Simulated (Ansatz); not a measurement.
## TiO: geometry relaxation (part 4 of 4)

The same run, continued: TiO (2 atoms in the cell); DFT r2SCAN+U, scalar-relativistic, plane waves, PAW, Ueff = 4 eV on Ti d, spin-polarised (Ansatz 0.2.0); cutoff 500 eV, 6×6×6 k-mesh, Gaussian smearing of 0.1 eV, collinear spins. The structure derives from an entry of the Crystallography Open Database.

Geometry of the input (Å; fractional positions):
```
3.0310  0.0000  0.0000
-1.5155  2.6249  0.0000
0.0000  0.0000  3.2377
Ti 0.6667  0.3333  0.0000
O  0.0000  0.0000  0.5000
```

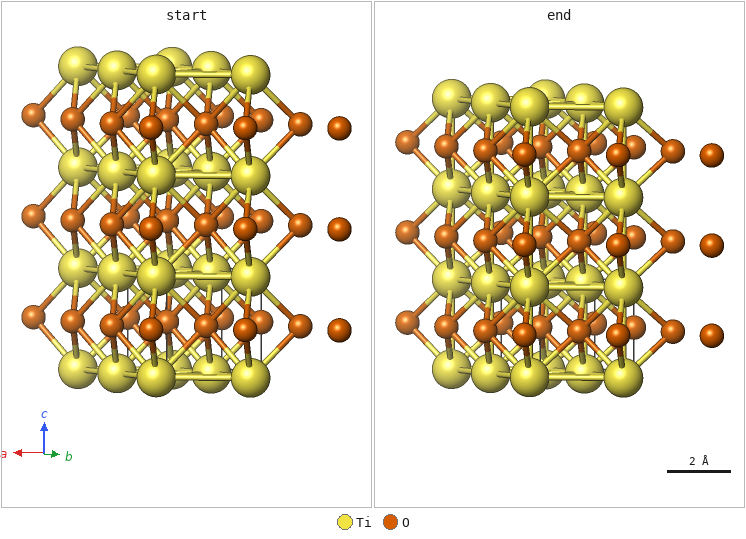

Fig. 1: Before (left) and after (right) the relaxation, at one scale (ball-and-stick view of the cell of the calculation, repeated 2 × 3 × 3, seen at an oblique angle). The energy falls by 203 meV per atom in 4 geometry steps. All forces vanish by symmetry, so only the cell relaxes. The pressure goes from −17.55 to 0.01 GPa. The atoms keep their places relative to the cell (all moves are under 0.005 Å). Cell: a = b 3.031 → 3.016 Å (−0.5 %), c 3.238 → 2.890 Å (−10.7 %). Volume −11.6 %. Among the contacts that change: Ti1–Ti1 3.238 → 2.890 Å, Ti1–O2 2.384 → 2.263 Å. Among the angles that change: Ti1–O2–Ti1 85.5° → 79.4°, Ti1–O2–Ti1 78.9° → 83.6°, Ti1–O2–Ti1 136.9° → 134.7°. The space group stays P-6m2 (No. 187). A last SCF at the same geometry on a re-selected plane-wave basis shifts the energy by +1.2 meV per atom. (Atoms are counted from 1 in the order of the input.)

```
basis re-selected at this cell: Δ(F+E_penalty+E_count) = +2.337e-3 eV, ΔP = +0.009 GPa vs the last step (what re-selecting the basis moved, of the pressure what is left beyond the Pulay correction that the steps carried, after the strain that the cell walked since its last selection, with what the two solves' SCF thresholds leave and, on support functions, any second-order correction that the steps lacked; it is no measure of the basis error at this ecutwfc). This SCF's stress stands 5.16e-2 GPa from its target on what of the cell is left free (relax.cell.stress_tol is 5.00e-1 GPa) and its largest allowed force component is 7.05e-17 eV/Å (relax.f_tol is 5.00e-2 eV/Å): within both
SCF converged after 6 iterations
Stability not checked: this state was not tested for a lower state beside it, because the mixer in use, unlike msr1, does not test its closes by its own steps (another_mixer; see scf.mixing.algorithm and scf.lower_state_search)
Magnetization: 2.0000 μB (10.0000 up, 8.0000 down)
Absolute magnetization: 2.0097 μB (∫|ρ↑−ρ↓|, with the PAW one-centre terms)
Spin contamination: 0.0147 ħ² per cell (⟨S²⟩ above its minimum at these occupations)
Per-site moments (μB) at R_I (Å): [(1.4017051450660685, 0.9333949263255145), (0.010094410264311376, 0.9333949263255145)]
Free energy (F): -3072.264499 eV
Harris-Foulkes:  -3072.264499 eV  (|F-HF|=9.19e-10)
Internal energy: -3072.263286 eV  (E = F + TS)
E sigma→0 (E₀):  -3072.263893 eV
Entropy (-TS):   -0.001214 eV (-0.607 meV/atom)
Fermi energy:    14.196738 eV
--- Per-component energies (eV) ---
  E_band       = -153.729575
  E_kinetic    = 450.600194
  E_local      = -1044.410177  (includes V_loc(G=0)·N_el)
  E_nonlocal   = 59.424193
  E_hartree    = 412.574484
  E_xc         = -167.141412
  E_vxc        = -239.448607  (∫ρ·V_xc dr)
  E_hubbard    = 2.044234  (on-site DFT+U / exact-exchange correction)
  E_vhub       = -1.050045  (the Hubbard potential's part of the band-sum identity)
  E_paw        = -1219.062825  (= ΣΔE_a)
  E_vpaw       = -220.002195  (= ΣTr[D̂ρ^β])
  E_aug_tail   = 0.001175  (compensation charges beyond the density's cutoff)
  E_vtau       = 16.007149  (kinetic-family band-sum trace: ∫τ·v_τ [+ j·A + Jᵃ·Aᵃ] dr)
  E_ewald      = -1566.007754
  E_core_change = -0.285398  (= ΣΔE_core)
  E_smearing   = -0.001214  (= −TS)
  E_closure    = -0.000000  (closes the sum)
  Σ components = -3072.264499   (vs F -3072.264499, Δ=0.00e0)
--- Forces (eV/Å), atoms counted from 1 ---
  atom   1  Ti    -0.00000000     0.00000000     0.00000000
  atom   2  O      0.00000000    -0.00000000     0.00000000
  max |Σ_I F_I| component: 1.18e-16 eV/Å
--- Stress (GPa, compression-positive) ---
        0.044602       0.000000       0.000000
        0.000000       0.044602       0.000000
        0.000000       0.000000      -0.051650
  P = ⅓ Tr σ = 0.0125 GPa (0.125 kbar)
--- Band table (eV; the first three rows and the last of 56) ---
  k-point 0 ↑: bands = ["-46.3864", "-21.5517", "-21.5517", "-21.3300", "-7.4196", "8.6016", "8.9736", "8.9736", "9.7064", "14.1111", "15.0292", "15.0292", "17.9062", "17.9062"]
  k-point 1 ↑: bands = ["-46.3763", "-21.5425", "-21.5425", "-21.4583", "-7.1945", "7.3765", "9.1465", "9.1465", "10.5166", "14.5531", "14.5531", "15.1462", "17.8884", "17.8884"]
  k-point 2 ↑: bands = ["-46.3660", "-21.7007", "-21.5242", "-21.5242", "-6.7233", "5.7180", "9.5410", "9.5410", "11.8891", "13.7317", "13.7317", "17.3161", "17.6520", "17.6520"]
  k-point 27 ↓: bands = ["-44.3924", "-19.8678", "-19.8303", "-19.6751", "-6.2437", "7.3524", "7.5784", "8.8057", "17.1142", "18.1740", "19.6806", "19.9785", "20.7512", "23.1810"]
Occupation matrices written to [file]
--- Relaxed structure (5 steps of the walk, 5 accepted, 1 SCFs on fresh bases) ---
  F+E_penalty+E_count = -3072.26449934 eV   max|allowed force component| = 7.055e-17 eV/Å   (the final SCF, on the basis selected at the relaxed cell)
  cell:  # Å, volume = 22.7657 Å³
    - [3.015803569299843, -2.872278278675666e-11, 0.0]
    - [-1.5079017846250466, 2.6117625038518093, 0.0]
    - [0.0, 0.0, 2.890303050722122]
  atoms:
    - { symbol: Ti, position: [0.6666666666666667, 0.3333333333333333, 0.0] }
    - { symbol: O, position: [-2.7755575615628914e-17, -8.559943404607743e-34, 0.5] }
--- Löwdin populations: 2 sites ---
  site symbol       q [e]    m [muB]
     0     Ti     10.9645     1.9698
     1      O      6.9311    -0.0094
  spilling = 0.005798 (of n_electrons = 18.000000)
```

**File populations.tsv**
```
# site	symbol	l	j	q_up	q_dn
# orbitals = lowdin
# n_electrons = 18.000000
# spilling = 0.005798
# projection_atom_Ti: [Ne] 3s2 3p6 3d2 4s2
# projection_atom_O: [He] 2s2 2p4
0	Ti	0_3S	-	0.969029	0.965473
0	Ti	0_4S	-	0.260401	0.201958
0	Ti	1_3P	-	2.995096	2.992749
0	Ti	2_3D	-	2.242601	0.337179
1	O	0_2S	-	0.891036	0.885816
1	O	1_2P	-	2.569818	2.584479
```

**Trajectory as extended XYZ (Å, eV, eV/Å), 6 frames, from step=1 to step=6**
```
2
Lattice="3.0310 0.0000 0.0000 -1.5155 2.6249 0.0000 0.0000 0.0000 3.2377" Properties=species:S:1:pos:R:3:forces:R:3 step=1 energy=-3071.86161 pressure_GPa=-17.55
Ti    1.5155    0.8750    0.0000    0.0000   0.0000   0.0000
O     0.0000    0.0000    1.6188    0.0000   0.0000   0.0000
2
Lattice="3.0270 0.0000 0.0000 -1.5135 2.6214 0.0000 0.0000 0.0000 3.0799" Properties=species:S:1:pos:R:3:forces:R:3 step=2 energy=-3072.13326 pressure_GPa=-11.45
Ti    1.5135    0.8738    0.0000    0.0000   0.0000   0.0000
O     0.0000    0.0000    1.5400    0.0000   0.0000   0.0000
2
Lattice="3.0090 0.0000 0.0000 -1.5045 2.6058 0.0000 0.0000 0.0000 2.9219" Properties=species:S:1:pos:R:3:forces:R:3 step=3 energy=-3072.26290 pressure_GPa=-1.43
Ti    1.5045    0.8686    0.0000    0.0000   0.0000   0.0000
O     0.0000    0.0000    1.4609    0.0000   0.0000   0.0000
2
Lattice="3.0180 0.0000 0.0000 -1.5090 2.6137 0.0000 0.0000 0.0000 2.8839" Properties=species:S:1:pos:R:3:forces:R:3 step=4 energy=-3072.26670 pressure_GPa=0.22
Ti    1.5090    0.8712    0.0000    0.0000   0.0000   0.0000
O     0.0000    0.0000    1.4419    0.0000   0.0000   0.0000
2
Lattice="3.0158 0.0000 0.0000 -1.5079 2.6118 0.0000 0.0000 0.0000 2.8903" Properties=species:S:1:pos:R:3:forces:R:3 step=5 energy=-3072.26684 pressure_GPa=0.00
Ti    1.5079    0.8706    0.0000    0.0000   0.0000   0.0000
O     0.0000    0.0000    1.4452    0.0000   0.0000   0.0000
2
Lattice="3.0158 0.0000 0.0000 -1.5079 2.6118 0.0000 0.0000 0.0000 2.8903" Properties=species:S:1:pos:R:3:forces:R:3 step=6 energy=-3072.26450 pressure_GPa=0.01
Ti    1.5079    0.8706    0.0000    0.0000   0.0000   0.0000
O     0.0000    0.0000    1.4452    0.0000   0.0000   0.0000
```

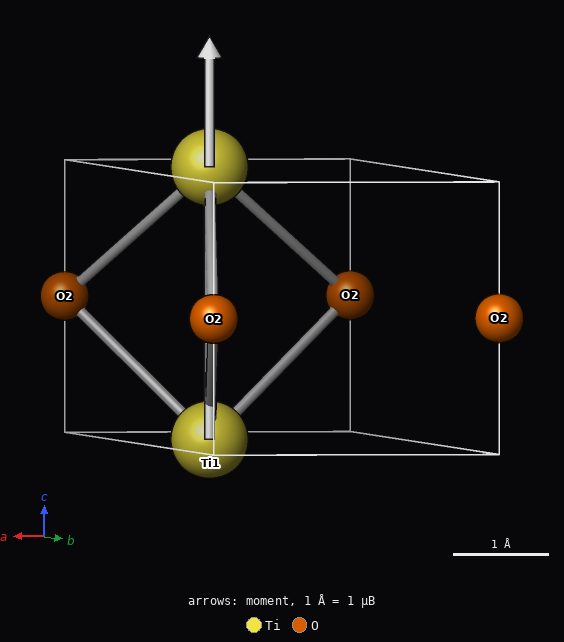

Fig. 2: Magnetic moments of the sites as white arrows (ball-and-stick view of the cell of the calculation, seen at an oblique angle; atoms are numbered from 1 in the order of the input); small moments hardly show. The run is collinear, so the axis drawn is arbitrary. Site moments: Ti1 (1.40 μB). They are counted near the atoms and needn't add up to the moment of the cell.

**Key numbers**

| quantity | value |
| --- | --- |
| outcome | converged |
| space group (tolerance 0.01 Å) | P-6m2 (187) |
| electrons treated | 18 |
| free energy | −3072.2645 eV |
| Fermi energy | 14.197 eV |
| gap on the k-point mesh | none (metallic) |
| net moment of the cell | 2.00 μB |
| integrated absolute moment | 2.01 μB |
| pressure | 0.01 GPa |
| final volume | 22.77 Å³ |
| largest force (length of the vector) at the end | under 0.001 eV/Å |
| final cell | a = 3.016 Å, b = 3.016 Å, c = 2.890 Å, α = 90.00°, β = 90.00°, γ = 120.00° |
| wall time | 12 s (CPU time 23 s) |
| peak memory | 0.45 GiB |

**Remarks**

The electronic state found may not be the lowest one.
